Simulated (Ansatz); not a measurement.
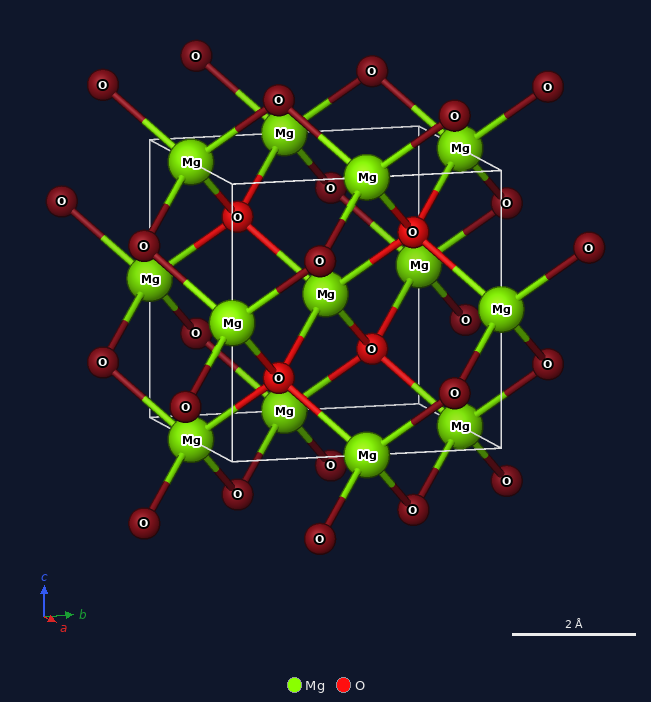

The structure (ball-and-stick view of the cell 4 times as large as that of the calculation, set on its symmetry axes, seen slightly off an axis; neighbours outside the cell are drawn fainter). Near neighbours in the crystal (not all of them lie inside the picture): Mg has 4 O at 2.00 Å; O has 4 Mg at 2.00 Å.

# Single-point calculation, with input and output: MgO

System: MgO (F-43m, 2 atoms in the cell).
Method: DFT r2SCAN, scalar-relativistic, plane waves, PAW, no spin polarisation (Ansatz 0.2.0).

The structure was made by a generator, so it may or may not be a known phase. Figures and captions count atoms from 1; the log counts them from 0 in places.

## The input
```yaml
crystal:
  lattice:
    - [0.0, 2.3061620622, 2.3061620622]
    - [2.3061620622, 0.0, 2.3061620622]
    - [2.3061620622, 2.3061620622, 0.0]
  atoms:
    - { symbol: Mg, position: [0.5, 0.5, 0.5] }
    - { symbol: O, position: [0.25, 0.25, 0.25] }
basis:
  ecutwfc: 500
kpoints:
  mp_grid: { grid: [8, 8, 8] }
  band_path:
    path:
      - [[0.0, 0.0, 0.0], [-0.5, -0.5, 0.0], [-0.375, -0.375, 0.25]]
      - [[-0.375, 0.0, 0.375], [0.0, 0.0, 0.0], [0.0, 0.0, 0.5], [-0.5, -0.25, 0.25], [-0.5, -0.5, 0.0]]
    npoints: 14
hamiltonian:
  xc: r2scan
scf:
  occupations: { method: gaussian, width: 0.02 }
  n_extra_bands: 6
output:
  forces: true
  stress: true
  eigenvalues: true
  populations: true
  dos: { projected: true, de: 0.02, nscf_kmesh: { grid: [12, 12, 12] } }
  bader: true
  write_density: true
  write_potential: true
  elf: true
  volumetric_format: npy
```

Run on 1 thread of Intel Xeon @ 2.90GHz (Ice Lake), 192 GiB of memory available, shared host.

Run as:
```bash
ansatz run input.yaml --threads 1 --pin off --max-ram 2560MiB --backend cpu --events-out ev --progress --plain --runs-dir out
```

## Output
```
scf.n_extra_bands = 6 over 8 filled bands (N_el = 16.0): the run solves 14 bands
Engine: ansatz 0.2.0, x86_64-unknown-linux-gnu
Pseudopotentials: kind: paw
Pseudopotential: Mg, paw, valence charge 10, recommended cutoff 500 eV (meta_gga), Mg.paw.azcp
Pseudopotential: O, paw, valence charge 6, recommended cutoff 500 eV (meta_gga), O.paw.azcp
Functional definition: r2SCAN
  parameter k0 = 0.174
  parameter k1 = 0.065
  parameter a1 = 4.9479
  exchange = r2scan_x(k0 = k0, k1 = k1, a1 = a1)
  correlation = r2scan_c
Crystal: 2 atoms, lattice volume = 24.530 Å³
Basis set: ecut = 500 eV, 609 PW (Γ), exchange–correlation on 96×96×96 points (64 copies of the dense FFT grid, shifted against one another)
Bands: 14, of which v1, the nominal top of the filled ones, is band 8 counted from 1 (7 counted from 0)
Symmetry: 24 space group operations
Space group: F-43m (ITA 216), of the structure as read, at distance tolerance 2.9e-5 Å
k-points: 29 of 512 (time reversal used)
Non-local potential: Mg, projectors of the file, l = 0: 3, l = 1: 2, l = 2: 1
Non-local potential: O, projectors of the file, l = 0: 2, l = 1: 2, l = 2: 1
PAW form: soft (Blöchl's): semilocal exchange-correlation on the pseudo side does not see the compensation charge
PAW frozen core: Mg, regenerated for the run's functional (the file was generated under x = pbe(κ = 0.804, μ = 0.2195149727645171), c = pbe(β = 0.06672455060314922))
PAW frozen core: O, regenerated for the run's functional (the file was generated under x = pbe(κ = 0.804, μ = 0.2195149727645171), c = pbe(β = 0.06672455060314922))
PAW one-centre angular grid: Mg, 302 points (default); XC on 224 Gauss nodes
PAW one-centre angular grid: O, 302 points (default); XC on 160 Gauss nodes
Initial density: superposition of atomic densities (neutral atoms: chi_scale 0, normalization atom), corrected by the library's trained network
Initial wavefunctions: pseudopotential atomic-orbital guess
Functional: x = r2scan, c = r2scan; τ floored in thin density (d = 2e-4 eV/Å³)
SCF iter   1: F=—  HF=-2497.977896 eV  |F-HF|=—  |Δ(HF+E_count)|=         —  Δρ=8.49e-3  dr2=1.00e-2  dr2_τ=6.20e-2  ethr=1.77e-3  ⟨swp⟩=6.1  Hψ=2321  notcnv=0
preconditioner: auto → none  [insulator: Δε(μ)=4.219 eV  Ē_g=20.492 eV  σ=0.020 eV  W_gap=1.00  n_scr=8 (ndim 8)  ℏωp=21.2 eV  f_vac=0.012  D(μ)=0.00/eV (n_scr^D=0)  ε∞_Penn≈2.1]
SCF iter   2: F=—  HF=-2498.024364 eV  |F-HF|=—  |Δ(HF+E_count)|=   4.65e-2  Δρ=4.23e-3  dr2=1.39e-3  dr2_τ=3.40e-4  ethr=6.25e-5  ⟨swp⟩=3.0  Hψ=1119  notcnv=0  defer=45
SCF iter   3: F=—  HF=-2498.024513 eV  |F-HF|=—  |Δ(HF+E_count)|=   1.49e-4  Δρ=1.34e-3  dr2=4.86e-4  dr2_τ=6.25e-5  ethr=8.68e-6  ⟨swp⟩=2.0  Hψ=610  notcnv=0  defer=45
SCF iter   4: F=—  HF=-2498.024433 eV  |F-HF|=—  |Δ(HF+E_count)|=   8.00e-5  Δρ=5.04e-4  dr2=2.90e-5  dr2_τ=4.70e-6  ethr=3.04e-6  ⟨swp⟩=2.0  Hψ=526  notcnv=0  defer=45
SCF iter   5: F=—  HF=-2498.024430 eV  |F-HF|=—  |Δ(HF+E_count)|=   2.49e-6  Δρ=6.64e-5  dr2=5.09e-7  dr2_τ=5.39e-8  ethr=1.81e-7  ⟨swp⟩=2.1  Hψ=437  notcnv=0  defer=45
SCF iter   6: F=-2498.024431 eV  HF=-2498.024431 eV  |F-HF|=2.29e-9  |Δ(HF+E_count)|=   3.15e-7  Δρ=8.33e-6  dr2=6.71e-9  dr2_τ=1.72e-9  ethr=6.25e-10  ⟨swp⟩=12.5  Hψ=2770  notcnv=0
SCF 1 converged in 6 iterations: F = -2498.024431 eV  dr2 = 6.71e-9
  greatest PAW one-centre occupation: 1.000 electrons in one spin orbital (limit 2), on the Mg atom at site 0 (counted from 0), in its partial waves of l = 0
NSCF: frozen V_eff on 86 k-points
NSCF: frozen V_eff on 72 k-points
SCF converged after 6 iterations
Free energy (F): -2498.024431 eV
Harris-Foulkes:  -2498.024431 eV  (|F-HF|=2.29e-9)
Internal energy: -2498.024431 eV  (E = F + TS)
E sigma→0 (E₀):  -2498.024431 eV
Fermi energy:    6.043745 eV
--- Per-component energies (eV) ---
  E_band       = -360.046950
  E_kinetic    = 254.060376
  E_local      = -1886.817533  (includes V_loc(G=0)·N_el)
  E_nonlocal   = 142.721740
  E_hartree    = 673.472707
  E_xc         = -102.130785
  E_vxc        = -147.719753  (∫ρ·V_xc dr)
  E_paw        = -455.709681  (= ΣΔE_a)
  E_vpaw       = -79.046859  (= ΣTr[D̂ρ^β])
  E_aug_tail   = 0.001044  (compensation charges beyond the density's cutoff)
  E_vtau       = 9.810525  (kinetic-family band-sum trace: ∫τ·v_τ [+ j·A + Jᵃ·Aᵃ] dr)
  E_ewald      = -1123.564150
  E_core_change = -0.058149  (= ΣΔE_core)
  E_smearing   = -0.000000  (= −TS)
  E_closure    = -0.000000  (closes the sum)
  Σ components = -2498.024431   (vs F -2498.024431, Δ=0.00e0)
--- Forces (eV/Å), atoms counted from 1 ---
  atom   1  Mg    -0.00000000     0.00000000     0.00000000
  atom   2  O      0.00000000     0.00000000    -0.00000000
  max |Σ_I F_I| component: 1.85e-16 eV/Å
--- Stress (GPa, compression-positive) ---
       -3.709105       0.000000      -0.000000
        0.000000      -3.709105       0.000000
       -0.000000       0.000000      -3.709105
  P = ⅓ Tr σ = -3.7091 GPa (-37.091 kbar)
--- Band table (eV; the first three rows and the last of 29) ---
  k-point 0: bands = ["-70.2756", "-35.3741", "-35.3741", "-35.3741", "-12.7797", "3.9686", "3.9686", "3.9686", "8.1188", "21.5854", "21.5854", "21.5854", "25.0238", "25.0238"]
  k-point 1: bands = ["-70.2752", "-35.3797", "-35.3748", "-35.3748", "-12.6933", "3.3267", "3.9413", "3.9413", "8.9097", "20.2356", "21.4879", "21.4879", "23.4447", "23.4447"]
  k-point 2: bands = ["-70.2743", "-35.3932", "-35.3767", "-35.3767", "-12.4779", "2.2166", "3.8766", "3.8766", "10.4612", "17.8915", "20.5051", "20.5051", "23.9543", "23.9858"]
  k-point 28: bands = ["-70.2722", "-35.4053", "-35.3943", "-35.3873", "-11.9635", "2.2554", "2.4027", "2.9712", "12.2759", "16.2778", "18.4863", "18.6331", "25.1233", "25.3625"]
--- Löwdin populations: 2 sites ---
  site symbol       q [e]
     0     Mg      8.4474
     1      O      7.4165
  spilling = 0.008508 (of n_electrons = 16.000000)
--- Bader charges: 2 sites ---
  site symbol  charge [e]  shift [e]
     0     Mg      1.7273     0.0054
     1      O     -1.7273     0.0054
  estimated error of the sums over rays = 3.5e-4 e
```

## File bader_charges.tsv
```
# site	symbol	x_ang	y_ang	z_ang	partial_charge_e	electrons	volume_ang3	relative_density_drop	shared_charge_e	partial_wave_shift_e
# quadrature_error_electrons = 3.5e-4
0	Mg	2.3062	2.3062	2.3062	1.72726	10.27274	5.21	-	1.72726	0.00542
1	O	1.1531	1.1531	1.1531	-1.72726	9.72726	19.32	-	-1.72726	0.00542
```

## File populations.tsv
```
# site	symbol	l	j	q
# orbitals = lowdin
# n_electrons = 16.000000
# spilling = 0.008508
0	Mg	0_2S	-	1.996779
0	Mg	0_3S	-	0.450883
0	Mg	1_2P	-	5.999700
1	O	0_2S	-	1.855683
1	O	1_2P	-	5.560827
```

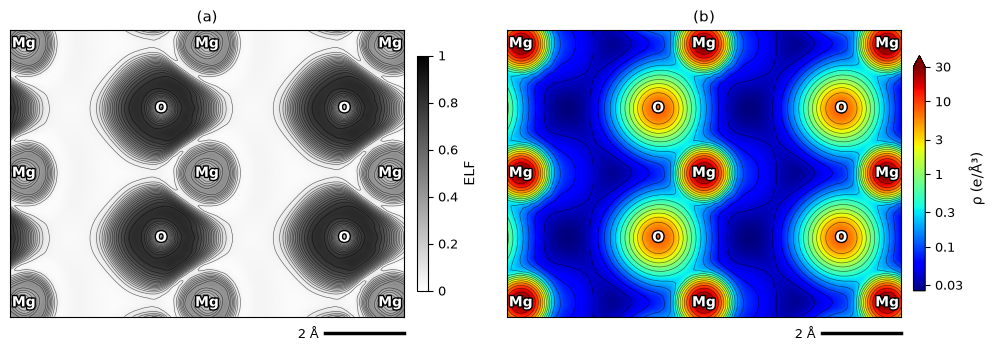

(a) electron localisation function; (b) valence charge density (pseudo) on the (011) plane of the conventional cell. Atoms in the plane: Mg and O. Mg–O (2.00 Å): the density is about 0.43 e/Å³ at the midpoint; the ELF is about 0.35 at the midpoint. Away from the nuclei the density in this plane falls to 0.02 e/Å³ at its lowest. In a PAW calculation such maps are meaningful between the atoms, not at the nuclei.

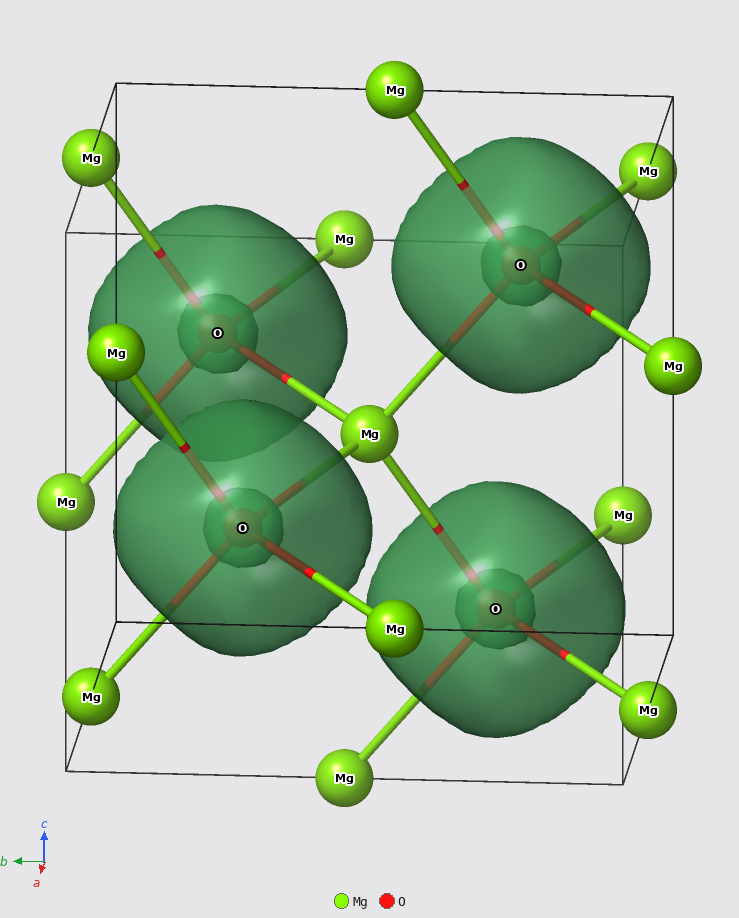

Isosurface of the electron localisation function at 0.65 (green), seen at an oblique angle. Core shells and regions of very low density are left out. Sticks mark near contacts. The outline is the cell set on symmetry axes. Values along the shortest contacts: Mg–O (2.00 Å): the ELF is about 0.35 at the midpoint.

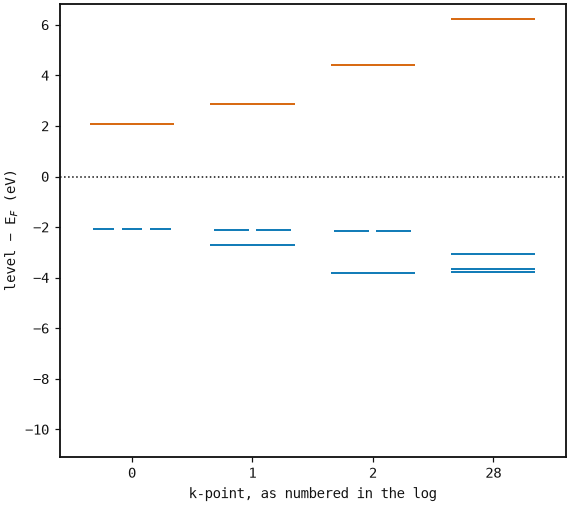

Kohn–Sham levels near the Fermi level (dotted) at the few k-points that the log prints; levels within 0.02 eV of each other stand side by side. Among these points the highest filled and lowest empty levels are 4.15 eV apart, which is the gap on the mesh.

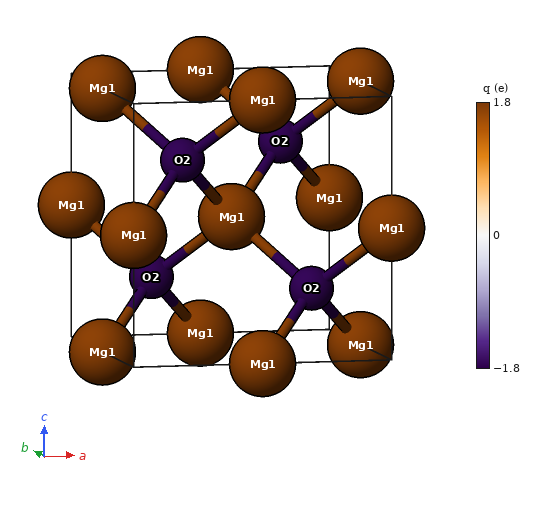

Bader charges, as the colour of each atom (ball-and-stick view of the cell 4 times as large as that of the calculation, set on its symmetry axes, seen slightly off an axis; atoms are numbered from 1 in the order of the input). By element: Mg +1.73 and O −1.73 e.

## Results in brief

```json
{"quantity": "outcome", "value": "converged"}
{"quantity": "space group (tolerance 0.01 Å)", "value": "F-43m (216)"}
{"quantity": "electrons treated", "value": "16"}
{"quantity": "free energy", "value": "−2498.0244 eV"}
{"quantity": "Fermi energy", "value": "6.044 eV"}
{"quantity": "gap on the k-point mesh", "value": "4.15 eV"}
{"quantity": "gap on the band path", "value": "4.15 eV"}
{"quantity": "pressure", "value": "−3.71 GPa"}
{"quantity": "largest force (length of the vector)", "value": "under 0.001 eV/Å"}
{"quantity": "wall time", "value": "14 s"}
{"quantity": "peak memory", "value": "0.38 GiB"}
```
